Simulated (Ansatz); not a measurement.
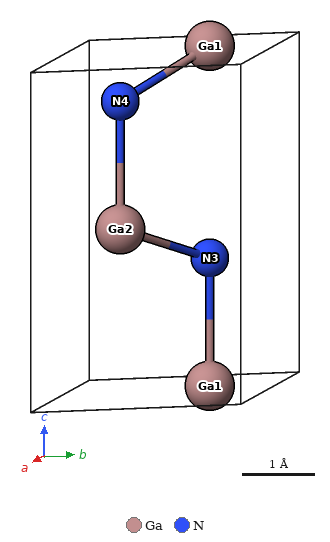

The structure as given in the input (ball-and-stick view of the cell of the calculation, seen slightly off an axis; atoms are numbered from 1 in the order of the input). Near neighbours in the crystal (not all of them lie inside the picture): Ga has 4 N at 1.82 to 1.85 Å; N has 4 Ga at 1.82 to 1.85 Å.

**GaN: one change and its effect**

System: GaN (P6₃mc, 4 atoms in the cell).
Method of run A: DFT LDA, scalar-relativistic, plane waves, PAW, no spin polarisation (Ansatz 0.2.0).

The structure derives from an entry of the Crystallography Open Database. Text and figures count atoms from 1; the logs count them from 0 in places.

The input, run A:
```yaml
crystal:
  lattice:
    - [3.0414, 0.0, 0.0]
    - [-1.5207, 2.6339296631, 0.0]
    - [0.0, 0.0, 4.83]
  atoms:
    - { symbol: Ga, position: [0.3333333333, 0.6666666667, 0.9992962937] }
    - { symbol: Ga, position: [0.6666666667, 0.3333333333, 0.4992962937] }
    - { symbol: "N", position: [0.3333333333, 0.6666666667, 0.3757037063] }
    - { symbol: "N", position: [0.6666666667, 0.3333333333, 0.8757037063] }
basis:
  ecutwfc: 520.0
kpoints:
  mp_grid: { grid: [12, 12, 6] }
hamiltonian:
  xc: lda
  pseudopotentials: { kind: paw }
scf:
  occupations: { method: gaussian, width: 0.05 }
output:
  forces: true
  stress: true
  eigenvalues: true
```

Command:
```bash
ansatz run input.yaml --threads 1 --pin off --max-ram 2048MiB --backend cpu --events-out ev --progress --plain --runs-dir out
```

Hardware: 1 thread of Arm Neoverse N1, 98 GiB of memory available, shared host.

Output, shortened to warnings, some set-up lines, iterations and results (run A):
```
Basis set: ecut = 520 eV, 1085 PW (Γ)
Symmetry: 12 space group operations
k-points: 76 of 864 (time reversal used)
Initial density: superposition of atomic densities (neutral atoms: chi_scale 0, normalization atom), corrected by the library's trained network
[...]
SCF iter   1: F=—  HF=-8163.640832 eV  |F-HF|=—  |Δ(HF+E_count)|=         —  Δρ=1.32e-2  dr2=5.74e-2  ethr=1.77e-3  ⟨swp⟩=5.1  Hψ=7079  notcnv=0
SCF iter   2: F=—  HF=-8163.622753 eV  |F-HF|=—  |Δ(HF+E_count)|=   1.81e-2  Δρ=3.40e-3  dr2=2.98e-3  ethr=1.60e-4  ⟨swp⟩=3.0  Hψ=3899  notcnv=0
SCF iter   3: F=—  HF=-8163.621768 eV  |F-HF|=—  |Δ(HF+E_count)|=   9.85e-4  Δρ=1.36e-3  dr2=2.03e-4  ethr=8.28e-6  ⟨swp⟩=2.9  Hψ=2928  notcnv=0
SCF iter   4: F=—  HF=-8163.621672 eV  |F-HF|=—  |Δ(HF+E_count)|=   9.54e-5  Δρ=3.14e-4  dr2=1.93e-5  ethr=5.63e-7  ⟨swp⟩=2.1  Hψ=2869  notcnv=0
SCF iter   5: F=—  HF=-8163.621659 eV  |F-HF|=—  |Δ(HF+E_count)|=   1.37e-5  Δρ=3.59e-5  dr2=2.35e-7  ethr=5.37e-8  ⟨swp⟩=2.0  Hψ=3035  notcnv=0
SCF iter   6: F=-8163.621659 eV  HF=-8163.621659 eV  |F-HF|=1.34e-9  |Δ(HF+E_count)|=   1.05e-9  Δρ=2.18e-6  dr2=1.22e-9  ethr=2.78e-10  ⟨swp⟩=5.1  Hψ=7533  notcnv=0
SCF 1 converged in 6 iterations: F = -8163.621659 eV  dr2 = 1.22e-9
SCF converged after 6 iterations
Free energy (F): -8163.621659 eV
Harris-Foulkes:  -8163.621659 eV  (|F-HF|=1.34e-9)
Internal energy: -8163.621659 eV  (E = F + TS)
E sigma→0 (E₀):  -8163.621659 eV
Fermi energy:    13.622565 eV
--- Per-component energies (eV) ---
  E_band       = 60.692389
  E_kinetic    = 508.309868
  E_local      = -3648.387035  (includes V_loc(G=0)·N_el)
  E_nonlocal   = 957.909647
  E_hartree    = 1699.257946
  E_xc         = -261.139398
  E_vxc        = -275.360797  (∫ρ·V_xc dr)
  E_paw        = -4070.028273  (= ΣΔE_a)
  E_vpaw       = -880.294614  (= ΣTr[D̂ρ^β])
  E_aug_tail   = -0.000004  (compensation charges beyond the density's cutoff)
  E_ewald      = -3353.161457
  E_core_change = 3.617048  (= ΣΔE_core)
  E_smearing   = -0.000000  (= −TS)
  E_closure    = 0.000000  (closes the sum)
  Σ components = -8163.621659   (vs F -8163.621659, Δ=0.00e0)
--- Forces (eV/Å), atoms counted from 1 ---
  atom   1  Ga    -0.00000000    -0.00000000    -0.56446441
  atom   2  Ga     0.00000000     0.00000000    -0.56446441
  atom   3  N      0.00000000     0.00000000     0.56446615
  atom   4  N      0.00000000    -0.00000000     0.56446615
  max |Σ_I F_I| component: 3.48e-6 eV/Å
--- Stress (GPa, compression-positive) ---
       30.753682      -0.000000       0.000000
       -0.000000      30.753682       0.000000
        0.000000       0.000000      47.397168
  P = ⅓ Tr σ = 36.3015 GPa (363.015 kbar)
```

For run B the input was changed thus:
```diff
+  ecutrho_ratio: 9
```

What does this change do to the results?

The energy doesn't change within 0.01 meV per atom. The number of SCF iterations is the same.

Output, shortened to warnings, some set-up lines, iterations and results (run B):
```
Basis set: ecut = 520 eV, 1085 PW (Γ)
Symmetry: 12 space group operations
k-points: 76 of 864 (time reversal used)
Initial density: superposition of atomic densities (neutral atoms: chi_scale 0, normalization atom), corrected by the library's trained network
[...]
SCF iter   1: F=—  HF=-8163.640805 eV  |F-HF|=—  |Δ(HF+E_count)|=         —  Δρ=1.32e-2  dr2=5.75e-2  ethr=1.77e-3  ⟨swp⟩=5.0  Hψ=7072  notcnv=0
SCF iter   2: F=—  HF=-8163.622753 eV  |F-HF|=—  |Δ(HF+E_count)|=   1.81e-2  Δρ=3.40e-3  dr2=2.98e-3  ethr=1.60e-4  ⟨swp⟩=3.0  Hψ=3900  notcnv=0
SCF iter   3: F=—  HF=-8163.621769 eV  |F-HF|=—  |Δ(HF+E_count)|=   9.84e-4  Δρ=1.36e-3  dr2=2.03e-4  ethr=8.27e-6  ⟨swp⟩=3.0  Hψ=2956  notcnv=0
SCF iter   4: F=—  HF=-8163.621674 eV  |F-HF|=—  |Δ(HF+E_count)|=   9.53e-5  Δρ=3.16e-4  dr2=1.95e-5  ethr=5.64e-7  ⟨swp⟩=2.1  Hψ=2856  notcnv=0
SCF iter   5: F=—  HF=-8163.621661 eV  |F-HF|=—  |Δ(HF+E_count)|=   1.32e-5  Δρ=3.61e-5  dr2=2.38e-7  ethr=5.42e-8  ⟨swp⟩=2.0  Hψ=3034  notcnv=0
SCF iter   6: F=-8163.621661 eV  HF=-8163.621661 eV  |F-HF|=1.41e-9  |Δ(HF+E_count)|=   2.16e-9  Δρ=2.03e-6  dr2=1.06e-9  ethr=2.78e-10  ⟨swp⟩=5.1  Hψ=7492  notcnv=0
SCF 1 converged in 6 iterations: F = -8163.621661 eV  dr2 = 1.06e-9
SCF converged after 6 iterations
Free energy (F): -8163.621661 eV
Harris-Foulkes:  -8163.621661 eV  (|F-HF|=1.41e-9)
Internal energy: -8163.621661 eV  (E = F + TS)
E sigma→0 (E₀):  -8163.621661 eV
Fermi energy:    13.622566 eV
--- Per-component energies (eV) ---
  E_band       = 60.692270
  E_kinetic    = 508.309820
  E_local      = -3648.387108  (includes V_loc(G=0)·N_el)
  E_nonlocal   = 957.909608
  E_hartree    = 1699.258043
  E_xc         = -261.139393
  E_vxc        = -275.360786  (∫ρ·V_xc dr)
  E_paw        = -4070.028220  (= ΣΔE_a)
  E_vpaw       = -880.294526  (= ΣTr[D̂ρ^β])
  E_aug_tail   = -0.000001  (compensation charges beyond the density's cutoff)
  E_ewald      = -3353.161457
  E_core_change = 3.617048  (= ΣΔE_core)
  E_smearing   = -0.000000  (= −TS)
  E_closure    = -0.000000  (closes the sum)
  Σ components = -8163.621661   (vs F -8163.621661, Δ=0.00e0)
--- Forces (eV/Å), atoms counted from 1 ---
  atom   1  Ga    -0.00000000    -0.00000000    -0.56446525
  atom   2  Ga     0.00000000     0.00000000    -0.56446525
  atom   3  N     -0.00000000     0.00000000     0.56446701
  atom   4  N      0.00000000    -0.00000000     0.56446701
  max |Σ_I F_I| component: 3.53e-6 eV/Å
--- Stress (GPa, compression-positive) ---
       30.753708       0.000000       0.000000
        0.000000      30.753708       0.000000
        0.000000       0.000000      47.397200
  P = ⅓ Tr σ = 36.3015 GPa (363.015 kbar)
```

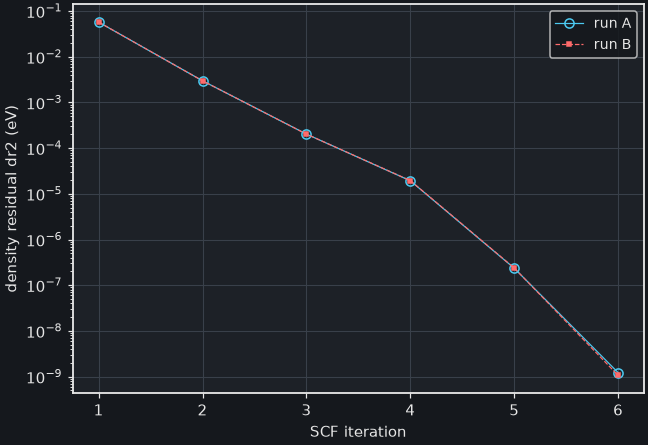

Convergence of the two runs: density residual dr2 against the SCF iteration. Run A takes 6 iterations in all, and run B takes 6.

The two runs side by side:

```csv
quantity,run A,run B
outcome,converged,converged
free energy per atom (eV),−2040.9054,−2040.9054
gap on the mesh (eV),3.06,3.06
pressure (GPa),36.30,36.30
largest force (eV/Å),0.564,0.564
SCF iterations,6,6
irreducible k-points,76,76
plane waves at Γ,1085,1085
wall time (shared host),13 s,13 s
```

For both runs: The cell is under a pressure of 36 GPa at this level, so it is not at its equilibrium volume.
